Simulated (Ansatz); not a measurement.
## What a change does: single-point calculation on KCl

System: KCl (Pm-3m, 2 atoms in the cell).
Method of run A: DFT PBEsol, scalar-relativistic, plane waves, PAW, no spin polarisation (Ansatz 0.2.0).

Text and figures count atoms from 1; the logs count them from 0 in places.

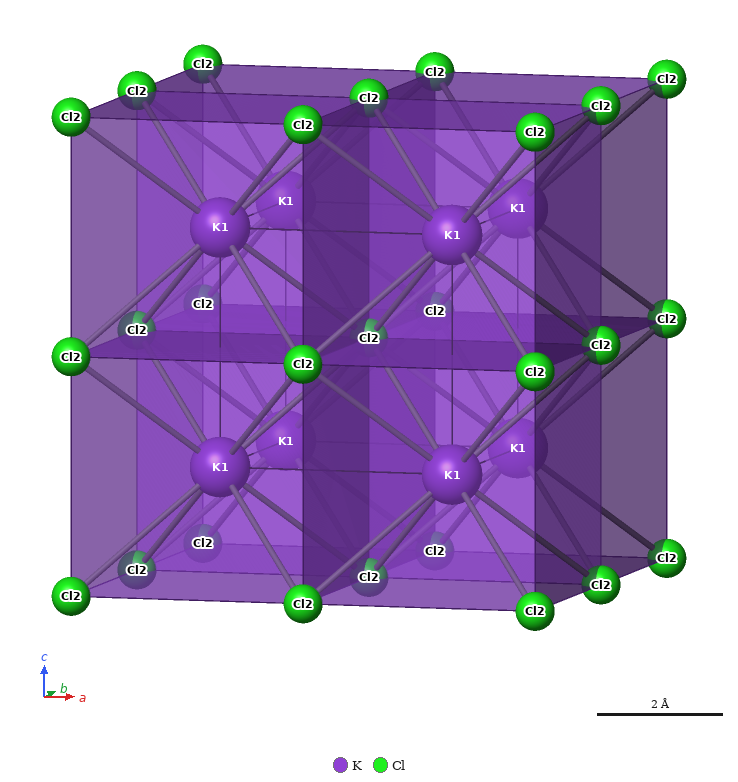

Figure 1. The structure (polyhedral view of the cell of the calculation, seen slightly off an axis; polyhedra are completed across the faces of the cell; atoms are numbered from 1 in the order of the input).

### Input, run A
```yaml
crystal:
  lattice:
    - [3.8676694533, 0.0, 0.0]
    - [0.0, 3.8676694533, 0.0]
    - [0.0, 0.0, 3.8676694533]
  atoms:
    - { symbol: K, position: [0.0, 0.0, 0.0] }
    - { symbol: Cl, position: [0.5, 0.5, 0.5] }
basis:
  ecutwfc: 420
kpoints:
  mp_grid: { grid: [4, 4, 4] }
hamiltonian:
  xc: pbesol
scf:
  occupations: { method: gaussian, width: 0.05 }
output:
  forces: true
  stress: true
  eigenvalues: true
```

Launched with:
```bash
ansatz run input.yaml --threads 1 --pin off --max-ram 1228MiB --backend cpu --events-out ev --progress --plain --runs-dir out
```

Hardware: 1 thread of Intel Xeon (Granite Rapids), 64 GiB of memory available, shared host.

### Output, shortened to warnings, some set-up lines, iterations and results (run A)
```
Basis set: ecut = 420 eV, 1141 PW (Γ), exchange–correlation on 54×54×54 points (8 copies of the dense FFT grid, shifted against one another)
Symmetry: 48 space group operations
k-points: 10 of 64
Initial density: superposition of atomic densities (neutral atoms: chi_scale 0, normalization atom), corrected by the library's trained network
[...]
SCF iter   1: F=—  HF=-2580.601026 eV  |F-HF|=—  |Δ(HF+E_count)|=         —  Δρ=3.52e-3  dr2=1.03e-2  ethr=1.77e-3  ⟨swp⟩=6.0  Hψ=747  notcnv=0
SCF iter   2: F=—  HF=-2580.597055 eV  |F-HF|=—  |Δ(HF+E_count)|=   3.97e-3  Δρ=1.05e-3  dr2=3.03e-4  ethr=6.44e-5  ⟨swp⟩=2.0  Hψ=268  notcnv=0
SCF iter   3: F=—  HF=-2580.597023 eV  |F-HF|=—  |Δ(HF+E_count)|=   3.19e-5  Δρ=4.44e-4  dr2=5.50e-5  ethr=1.89e-6  ⟨swp⟩=2.0  Hψ=190  notcnv=0
SCF iter   4: F=—  HF=-2580.597039 eV  |F-HF|=—  |Δ(HF+E_count)|=   1.60e-5  Δρ=5.95e-5  dr2=1.10e-6  ethr=3.44e-7  ⟨swp⟩=2.0  Hψ=190  notcnv=0
SCF iter   5: F=-2580.597040 eV  HF=-2580.597040 eV  |F-HF|=2.82e-8  |Δ(HF+E_count)|=   3.51e-7  Δρ=6.19e-6  dr2=1.05e-8  ethr=6.86e-9  ⟨swp⟩=2.9  Hψ=212  notcnv=0
SCF iter   6: F=-2580.597040 eV  HF=-2580.597040 eV  |F-HF|=2.23e-11  |Δ(HF+E_count)|=   3.20e-8  Δρ=5.45e-7  dr2=8.99e-11  ethr=6.54e-11  ⟨swp⟩=2.0  Hψ=430  notcnv=0
SCF 1 converged in 6 iterations: F = -2580.597040 eV  dr2 = 8.99e-11
SCF converged after 6 iterations
Free energy (F): -2580.597040 eV
Harris-Foulkes:  -2580.597040 eV  (|F-HF|=2.23e-11)
Internal energy: -2580.597040 eV  (E = F + TS)
E sigma→0 (E₀):  -2580.597040 eV
Fermi energy:    4.162737 eV
--- Per-component energies (eV) ---
  E_band       = -123.641222
  E_kinetic    = 414.299167
  E_local      = -770.585038  (includes V_loc(G=0)·N_el)
  E_nonlocal   = 42.295244
  E_hartree    = 251.121475
  E_xc         = -239.659605
  E_vxc        = -285.301813  (∫ρ·V_xc dr)
  E_paw        = -1403.530647  (= ΣΔE_a)
  E_vpaw       = -26.591766  (= ΣTr[D̂ρ^β])
  E_aug_tail   = 0.000090  (compensation charges beyond the density's cutoff)
  E_ewald      = -874.724043
  E_core_change = 0.186317  (= ΣΔE_core)
  E_smearing   = -0.000000  (= −TS)
  E_closure    = 0.000000  (closes the sum)
  Σ components = -2580.597040   (vs F -2580.597040, Δ=0.00e0)
--- Forces (eV/Å), atoms counted from 1 ---
  atom   1  K     -0.00000000     0.00000000    -0.00000000
  atom   2  Cl     0.00000000     0.00000000     0.00000000
  max |Σ_I F_I| component: 5.92e-31 eV/Å
--- Stress (GPa, compression-positive) ---
       -1.722917      -0.000000       0.000000
        0.000000      -1.722917       0.000000
        0.000000       0.000000      -1.722917
  P = ⅓ Tr σ = -1.7229 GPa (-17.229 kbar)
```

For run B the input was changed thus:
```diff
-    - [3.8676694533, 0.0, 0.0]
-    - [0.0, 3.8676694533, 0.0]
-    - [0.0, 0.0, 3.8676694533]
+    - [3.7353612126, 0.0, 0.0]
+    - [0.0, 3.7353612126, 0.0]
+    - [0.0, 0.0, 3.7353612126]
-  mp_grid: { grid: [4, 4, 4] }
+  mp_grid: { grid: [6, 6, 6] }
```

Predict how the results change.

With the same functional and potentials, run B lies 17.9 meV per atom lower (other lines of the input change too). The gap on the mesh goes from 4.53 to 4.97 eV. The pressure goes from −1.72 to 0.05 GPa. The volume per atom goes from 28.93 to 26.06 Å³. The number of SCF iterations is the same. The irreducible k-points go from 10 to 20. The plane waves at Γ go from 1141 to 1021.

### Output, shortened to warnings, some set-up lines, iterations and results (run B)
```
Basis set: ecut = 420 eV, 1021 PW (Γ), exchange–correlation on 50×50×50 points (8 copies of the dense FFT grid, shifted against one another)
Symmetry: 48 space group operations
k-points: 20 of 216
Initial density: superposition of atomic densities (neutral atoms: chi_scale 0, normalization atom), corrected by the library's trained network
[...]
SCF iter   1: F=—  HF=-2580.637320 eV  |F-HF|=—  |Δ(HF+E_count)|=         —  Δρ=4.00e-3  dr2=1.19e-2  ethr=1.77e-3  ⟨swp⟩=5.9  Hψ=1505  notcnv=0
SCF iter   2: F=—  HF=-2580.633024 eV  |F-HF|=—  |Δ(HF+E_count)|=   4.30e-3  Δρ=1.19e-3  dr2=3.90e-4  ethr=7.42e-5  ⟨swp⟩=2.1  Hψ=572  notcnv=0
SCF iter   3: F=—  HF=-2580.632969 eV  |F-HF|=—  |Δ(HF+E_count)|=   5.55e-5  Δρ=4.93e-4  dr2=6.57e-5  ethr=2.44e-6  ⟨swp⟩=2.0  Hψ=398  notcnv=0
SCF iter   4: F=—  HF=-2580.632939 eV  |F-HF|=—  |Δ(HF+E_count)|=   2.99e-5  Δρ=7.36e-5  dr2=1.35e-6  ethr=4.11e-7  ⟨swp⟩=2.0  Hψ=380  notcnv=0
SCF iter   5: F=-2580.632940 eV  HF=-2580.632940 eV  |F-HF|=2.36e-8  |Δ(HF+E_count)|=   6.09e-7  Δρ=7.27e-6  dr2=1.17e-8  ethr=8.44e-9  ⟨swp⟩=2.8  Hψ=422  notcnv=0
SCF iter   6: F=-2580.632940 eV  HF=-2580.632940 eV  |F-HF|=1.34e-10  |Δ(HF+E_count)|=   2.74e-8  Δρ=7.58e-7  dr2=2.13e-10  ethr=7.30e-11  ⟨swp⟩=2.0  Hψ=850  notcnv=0
SCF 1 converged in 6 iterations: F = -2580.632940 eV  dr2 = 2.13e-10
SCF converged after 6 iterations
Free energy (F): -2580.632940 eV
Harris-Foulkes:  -2580.632940 eV  (|F-HF|=1.34e-10)
Internal energy: -2580.632940 eV  (E = F + TS)
E sigma→0 (E₀):  -2580.632940 eV
Fermi energy:    5.220743 eV
--- Per-component energies (eV) ---
  E_band       = -109.858936
  E_kinetic    = 415.479846
  E_local      = -723.378819  (includes V_loc(G=0)·N_el)
  E_nonlocal   = 42.414483
  E_hartree    = 234.170657
  E_xc         = -240.197581
  E_vxc        = -286.044955  (∫ρ·V_xc dr)
  E_paw        = -1403.600757  (= ΣΔE_a)
  E_vpaw       = -26.670739  (= ΣTr[D̂ρ^β])
  E_aug_tail   = 0.000091  (compensation charges beyond the density's cutoff)
  E_ewald      = -905.707177
  E_core_change = 0.186317  (= ΣΔE_core)
  E_smearing   = -0.000000  (= −TS)
  E_closure    = 0.000000  (closes the sum)
  Σ components = -2580.632940   (vs F -2580.632940, Δ=0.00e0)
--- Forces (eV/Å), atoms counted from 1 ---
  atom   1  K     -0.00000000     0.00000000     0.00000000
  atom   2  Cl    -0.00000000    -0.00000000     0.00000000
  max |Σ_I F_I| component: 8.87e-31 eV/Å
--- Stress (GPa, compression-positive) ---
        0.046032      -0.000000       0.000000
       -0.000000       0.046032       0.000000
        0.000000       0.000000       0.046032
  P = ⅓ Tr σ = 0.0460 GPa (0.460 kbar)
```

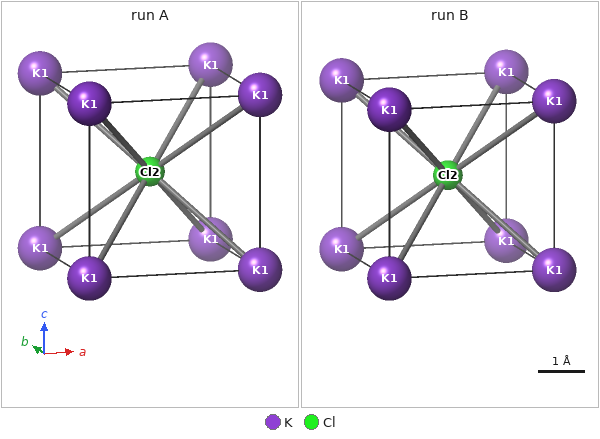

Figure 2. The two input geometries at one scale (ball-and-stick view of the cell of the calculation, seen slightly off an axis). No atom moves by more than 0.005 Å relative to the cell. The drawn cell changes as follows: a = b = c 3.868 → 3.735 Å (−3.4 %); the volume changes by −9.9 %. Among the contacts that change: K1–Cl2 3.349 → 3.235 Å.

### The two runs side by side

```tsv
quantity	run A	run B
outcome	converged	converged
free energy per atom (eV)	−1290.2985	−1290.3165
gap on the mesh (eV)	4.53	4.97
pressure (GPa)	−1.72	0.05
volume per atom (Å³)	28.93	26.06
largest force (eV/Å)	0.000	0.000
SCF iterations	6	6
irreducible k-points	10	20
plane waves at Γ	1141	1021
wall time (shared host)	0.65 s	0.72 s
```
